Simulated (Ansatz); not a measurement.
## Cr: geometry relaxation (part 1 of 2)

Cr (2 atoms in the cell), computed with DFT, PBE, PAW with Ansatz's default frozen-core files, scalar-relativistic, no spin polarisation (Ansatz 0.2.0).

Its volume is 0.45 times that of the source entry. It belongs to a series of runs on one base structure; here: shape and atoms relaxed at 0.45 of the volume.

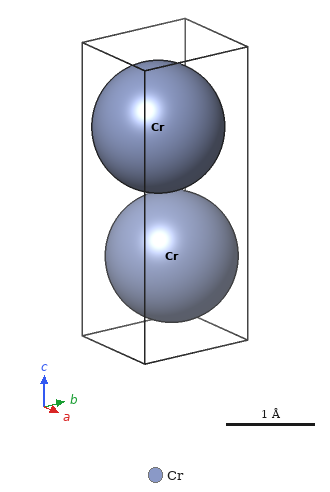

The structure as given in the input (spheres-only view of the cell of the calculation, seen slightly off an axis). An atom can appear more than once, as a periodic image.

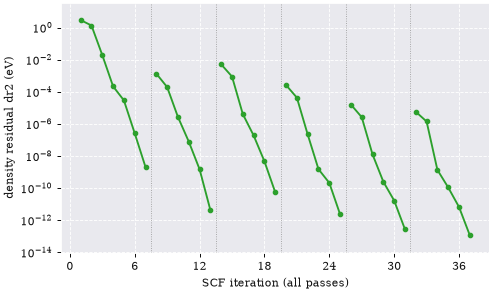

Convergence of the self-consistent field: density residual dr2 against the SCF iteration. The dotted lines part the SCF passes of the relaxation: geometry steps, rejected trials and re-solves on a re-selected basis. The 6 passes take 6 to 7 iterations each, 37 in all.

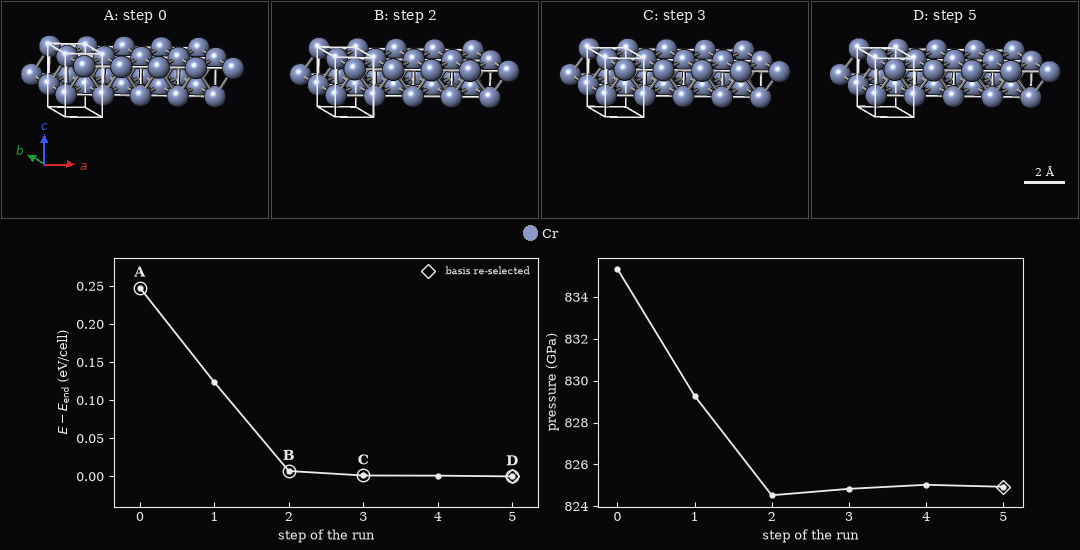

Frames of the relaxation (ball-and-stick view of the cell of the calculation, repeated 5 × 3 × 1, seen slightly off an axis) above the curves, on which the letters mark them (the first geometry is step 0 here and step 1 in the log).

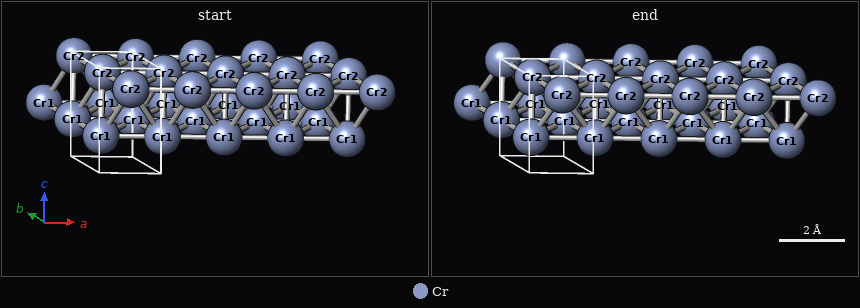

Before (left) and after (right) the relaxation, at one scale (ball-and-stick view of the cell of the calculation, repeated 5 × 3 × 1, seen slightly off an axis). No atom moves by more than 0.005 Å relative to the cell. The drawn cell changes at constant volume: a = b 1.908 → 1.981 Å (+3.8 %), c 3.406 → 3.158 Å (−7.3 %). Distances before and after: Cr1–Cr2 2.028 → 1.950 Å, Cr1–Cr1 1.908 → 1.981 Å. The space group stays P6_3/mmc (No. 194). Over 4 geometry steps the energy falls by 0.247 eV per cell of the calculation. All forces vanish by symmetry, so only the cell relaxes. Pressure: 835.35 GPa at the start and 824.93 GPa at the end. A last SCF at the same geometry on a re-selected plane-wave basis shifts the energy by −1.0 meV per cell of the calculation. (Atoms are counted from 1 in the order of the input.)

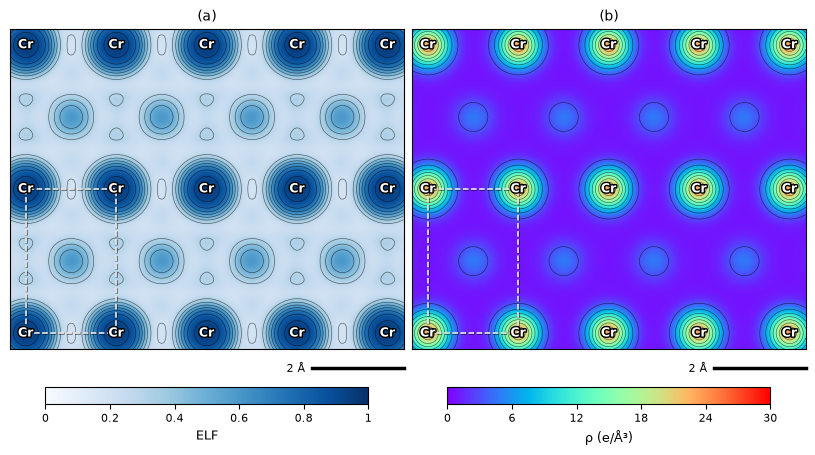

(a) ELF; (b) valence pseudo-density on the (010) plane of the conventional cell. Away from the nuclei the density in this plane falls to 0.76 e/Å³ at its lowest. The strong features right at Cr lie inside the PAW spheres (semicore, d or f shells) and say nothing about bonding. Core electrons are frozen (PAW), so the fields are smoothed inside the atomic spheres.

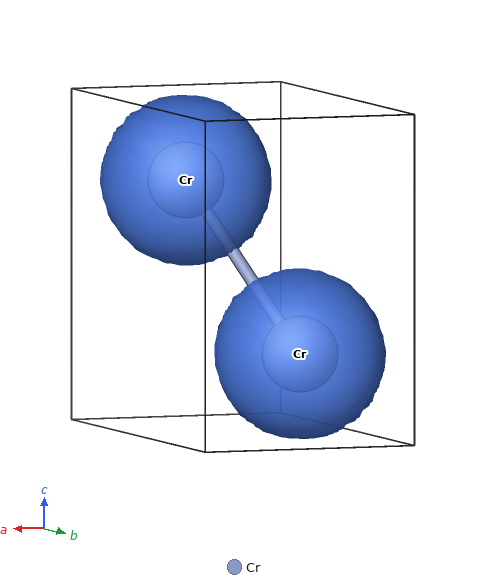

Isosurface of the valence charge density (pseudo) at 1.5 e/Å³ (blue), seen at an oblique angle. Sticks mark near contacts. The outline is the cell set on symmetry axes. At this value the density breaks into separate islands; it holds about 75 % of the electrons treated as valence (semicore included). It is pinched off along the Cr–Cr (1.95 Å) contacts. On the grid the lowest density along these lines, outside the cores, is 1 e/Å³ (Cr–Cr, 1.95 Å).

These pictures come from the run below.

Input file
```yaml
crystal:
  lattice:
    - [1.9077532934, 0.0, 0.0]
    - [-0.9538766467, 1.6521628163, 0.0]
    - [0.0, 0.0, 3.4058762399]
  atoms:
    - { symbol: Cr, position: [0.3333333333, 0.6666666667, 0.25] }
    - { symbol: Cr, position: [0.6666666667, 0.3333333333, 0.75] }
kpoints:
  mp_grid: { grid: [17, 17, 9] }
scf:
  occupations: { method: fermi_dirac, width: 0.1 }
hamiltonian:
  xc: pbe
  pseudopotentials: { kind: paw }
output:
  forces: true
  stress: true
  write_density: true
  write_potential: true
  elf: true
  volumetric_format: npy
relax:
  f_tol: 0.005
  max_steps: 30
  cell: { stress_tol: 0.64, fix: [volume] }
```

Launched with:
```bash
ansatz run input.yaml --threads 1 --pin off --max-ram 2048MiB --backend cpu --events-out ev --progress --plain --runs-dir out
```

The program's output
```
Engine: ansatz 0.2.0, aarch64-unknown-linux-gnu
Pseudopotentials: kind: paw
Pseudopotential: Cr, paw, valence charge 14, recommended cutoff 420 eV (normal), Cr.paw.azcp
Functional definition: PBE
  parameter kappa = 0.804
  parameter beta = 0.06672455060314922
  exchange = pbe_x(kappa = kappa, mu = beta*pi^2/3)
  correlation = pbe_c(beta = beta)
Crystal: 2 atoms, lattice volume = 10.735 Å³
Basis set: ecut = 420 eV, 209 PW (Γ), exchange–correlation on 30×30×48 points (8 copies of the dense FFT grid, shifted against one another)
Bands: 18, of which v1, the nominal top of the filled ones, is band 14 counted from 1 (13 counted from 0)
Symmetry: 24 space group operations
Space group: P63/mmc (ITA 194), of the structure as read, at distance tolerance 2.2e-5 Å
k-points: 165 of 2601
Non-local potential: Cr, projectors of the file, l = 0: 3, l = 1: 2, l = 2: 3, l = 3: 1
PAW form: soft (Blöchl's): semilocal exchange-correlation on the pseudo side does not see the compensation charge
PAW one-centre angular grid: Cr, 590 points (default); XC on 64 Gauss nodes
Initial density: superposition of atomic densities (neutral atoms: chi_scale 0, normalization atom), corrected by the library's trained network
Initial wavefunctions: pseudopotential atomic-orbital guess
Functional: x = pbe(κ = 0.804, μ = 0.2195149727645171), c = pbe(β = 0.06672455060314922)
SCF iter   1: F=—  HF=-6736.334341 eV  |F-HF|=—  |Δ(HF+E_count)|=         —  Δρ=2.51e-1  dr2=2.94e0  ethr=1.77e-3  ⟨swp⟩=4.9  Hψ=27144  notcnv=0  defer=123
automatic band count: the SCF goes on with 22 bands, as 18 were too few: the levels above may hold too much charge
preconditioner: auto → none  [metal: Δε(μ)=0.017 eV  Ē_g=35.125 eV  σ=0.100 eV  W_gap=0.04  n_scr=2 (ndim 8)  ℏωp=55.5 eV  f_vac=0.000  D(μ)=1.59/eV (n_scr^D=22)  sad-step TF]
SCF iter   2: F=—  HF=-6736.584627 eV  |F-HF|=—  |Δ(HF+E_count)|=   2.50e-1  Δρ=1.63e-1  dr2=1.35e0  ethr=1.77e-3  ⟨swp⟩=2.0  Hψ=5841  notcnv=0  defer=290
SCF iter   3: F=—  HF=-6736.266231 eV  |F-HF|=—  |Δ(HF+E_count)|=   3.18e-1  Δρ=2.05e-2  dr2=1.95e-2  ethr=1.77e-3  ⟨swp⟩=3.0  Hψ=6282  notcnv=0  defer=290
SCF iter   4: F=—  HF=-6736.270050 eV  |F-HF|=—  |Δ(HF+E_count)|=   3.82e-3  Δρ=2.62e-3  dr2=2.19e-4  ethr=6.95e-5  ⟨swp⟩=2.2  Hψ=7132  notcnv=0  defer=297
SCF iter   5: F=—  HF=-6736.271391 eV  |F-HF|=—  |Δ(HF+E_count)|=   1.34e-3  Δρ=1.01e-3  dr2=2.93e-5  ethr=7.83e-7  ⟨swp⟩=2.5  Hψ=5968  notcnv=0  defer=297
SCF iter   6: F=—  HF=-6736.271416 eV  |F-HF|=—  |Δ(HF+E_count)|=   2.53e-5  Δρ=7.17e-5  dr2=2.61e-7  ethr=1.05e-7  ⟨swp⟩=2.2  Hψ=4524  notcnv=0  defer=297
SCF iter   7: F=-6736.271416 eV  HF=-6736.271416 eV  |F-HF|=6.51e-10  |Δ(HF+E_count)|=   1.30e-7  Δρ=6.90e-6  dr2=2.05e-9  ethr=3.57e-10  ⟨swp⟩=8.3  Hψ=19044  notcnv=0
SCF 1 converged in 7 iterations: F = -6736.271416 eV  dr2 = 2.05e-9
  greatest PAW one-centre occupation: 1.005 electrons in one spin orbital (limit 2), on the Cr atom at site 1 (counted from 0), in its partial waves of l = 1
relax step   1: F+E_penalty+E_count = -6736.27141626 eV  Δ(F+E_penalty+E_count) = +0.000e0 eV  max|allowed force component| = 1.480e-16 eV/Å  Δτ_max = 0.0000 Å  P = +835.345 GPa  Ω = 10.735 Å³  fix = [volume]  reactions: volume +835.345 GPa  (7 SCF iters, accepted)
Bands: 22, of which v1, the nominal top of the filled ones, is band 14 counted from 1 (13 counted from 0)
Initial density: handed on by an earlier stage of this run
Initial wavefunctions: those handed on with the density
iter 1 solved again at ethr=4.92e-6 eV; its pass at ethr=3.10e-3 eV (dr2=1.38e-3 eV) is discarded
SCF iter   1: F=—  HF=-6736.395870 eV  |F-HF|=—  |Δ(HF+E_count)|=         —  Δρ=6.97e-3  dr2=1.35e-3  ethr=4.92e-6  ⟨swp⟩=2.1  Hψ=19997  notcnv=0
preconditioner: auto → none  [metal: Δε(μ)=0.012 eV  Ē_g=35.047 eV  σ=0.100 eV  W_gap=0.03  n_scr=2 (ndim 8)  ℏωp=55.5 eV  f_vac=0.000  D(μ)=1.60/eV (n_scr^D=22)]
SCF iter   2: F=—  HF=-6736.395527 eV  |F-HF|=—  |Δ(HF+E_count)|=   3.43e-4  Δρ=3.05e-3  dr2=1.97e-4  ethr=4.83e-6  ⟨swp⟩=1.0  Hψ=3630  notcnv=0
SCF iter   3: F=—  HF=-6736.395535 eV  |F-HF|=—  |Δ(HF+E_count)|=   7.52e-6  Δρ=3.58e-4  dr2=2.70e-6  ethr=7.04e-7  ⟨swp⟩=1.1  Hψ=3705  notcnv=0
iter 4 did not close the SCF: its close was put off for the readings that it lacked (scf_convergence_deferred on its scf_iter line)
SCF iter   4: F=-6736.395535 eV  HF=-6736.395535 eV  |F-HF|=9.63e-8  |Δ(HF+E_count)|=   4.56e-7  Δρ=4.33e-5  dr2=7.92e-8  ethr=9.63e-9  ⟨swp⟩=2.8  Hψ=6112  notcnv=0
iter 5 did not close the SCF: its close was put off for the readings that it lacked (scf_convergence_deferred on its scf_iter line)
SCF iter   5: F=-6736.395535 eV  HF=-6736.395535 eV  |F-HF|=3.37e-11  |Δ(HF+E_count)|=   3.62e-8  Δρ=6.83e-6  dr2=1.50e-9  ethr=2.83e-10  ⟨swp⟩=2.0  Hψ=5871  notcnv=0
SCF iter   6: F=-6736.395535 eV  HF=-6736.395535 eV  |F-HF|=8.19e-12  |Δ(HF+E_count)|=  6.28e-11  Δρ=3.43e-7  dr2=4.30e-12  ethr=5.36e-12  ⟨swp⟩=4.3  Hψ=16310  notcnv=0
SCF 2 converged in 6 iterations: F = -6736.395535 eV  dr2 = 4.30e-12
relax step   2: F+E_penalty+E_count = -6736.39553493 eV  Δ(F+E_penalty+E_count) = -1.241e-1 eV  max|allowed force component| = 5.875e-16 eV/Å  Δτ_max = 0.0000 Å  P = +829.284 GPa  Ω = 10.735 Å³  energy of the carried Pulay correction = -2.651e-4 eV  fix = [volume]  reactions: volume +829.284 GPa  (6 SCF iters, dr2 threshold 2.00e-7 eV, accepted)
iter 1 solved again at ethr=1.78e-5 eV; its pass at ethr=3.10e-3 eV (dr2=4.99e-3 eV) is discarded
SCF iter   1: F=—  HF=-6736.513147 eV  |F-HF|=—  |Δ(HF+E_count)|=         —  Δρ=1.50e-2  dr2=5.10e-3  ethr=1.78e-5  ⟨swp⟩=1.6  Hψ=19914  notcnv=0
preconditioner: auto → none  [metal: Δε(μ)=0.010 eV  Ē_g=35.041 eV  σ=0.100 eV  W_gap=0.03  n_scr=2 (ndim 8)  ℏωp=55.5 eV  f_vac=0.000  D(μ)=1.54/eV (n_scr^D=22)]
SCF iter   2: F=—  HF=-6736.512167 eV  |F-HF|=—  |Δ(HF+E_count)|=   9.79e-4  Δρ=6.88e-3  dr2=8.93e-4  ethr=1.78e-5  ⟨swp⟩=1.0  Hψ=3630  notcnv=0
SCF iter   3: F=—  HF=-6736.512128 eV  |F-HF|=—  |Δ(HF+E_count)|=   3.93e-5  Δρ=4.72e-4  dr2=4.09e-6  ethr=3.19e-6  ⟨swp⟩=1.1  Hψ=3764  notcnv=0
SCF iter   4: F=—  HF=-6736.512119 eV  |F-HF|=—  |Δ(HF+E_count)|=   8.74e-6  Δρ=6.12e-5  dr2=1.91e-7  ethr=1.46e-8  ⟨swp⟩=2.3  Hψ=5922  notcnv=0
iter 5 did not close the SCF: its close was put off for the readings that it lacked (scf_convergence_deferred on its scf_iter line)
SCF iter   5: F=-6736.512119 eV  HF=-6736.512119 eV  |F-HF|=4.22e-10  |Δ(HF+E_count)|=   9.83e-8  Δρ=1.25e-5  dr2=4.68e-9  ethr=6.82e-10  ⟨swp⟩=2.0  Hψ=5795  notcnv=0
SCF iter   6: F=-6736.512119 eV  HF=-6736.512119 eV  |F-HF|=1.82e-11  |Δ(HF+E_count)|=  7.05e-10  Δρ=1.22e-6  dr2=5.49e-11  ethr=1.67e-11  ⟨swp⟩=4.7  Hψ=17562  notcnv=0
SCF 3 converged in 6 iterations: F = -6736.512119 eV  dr2 = 5.49e-11
relax step   3: F+E_penalty+E_count = -6736.51211912 eV  Δ(F+E_penalty+E_count) = -1.166e-1 eV  max|allowed force component| = 8.512e-16 eV/Å  Δτ_max = 0.0000 Å  P = +824.525 GPa  Ω = 10.735 Å³  energy of the carried Pulay correction = -7.988e-4 eV  fix = [volume]  reactions: volume +824.525 GPa  (6 SCF iters, dr2 threshold 2.00e-7 eV, accepted)
Basis set: ecut = 420 eV, 221 PW (Γ), exchange–correlation on 30×30×48 points (8 copies of the dense FFT grid, shifted against one another)
iter 1 solved again at ethr=9.16e-7 eV; its pass at ethr=3.10e-3 eV (dr2=2.56e-4 eV) is discarded
```
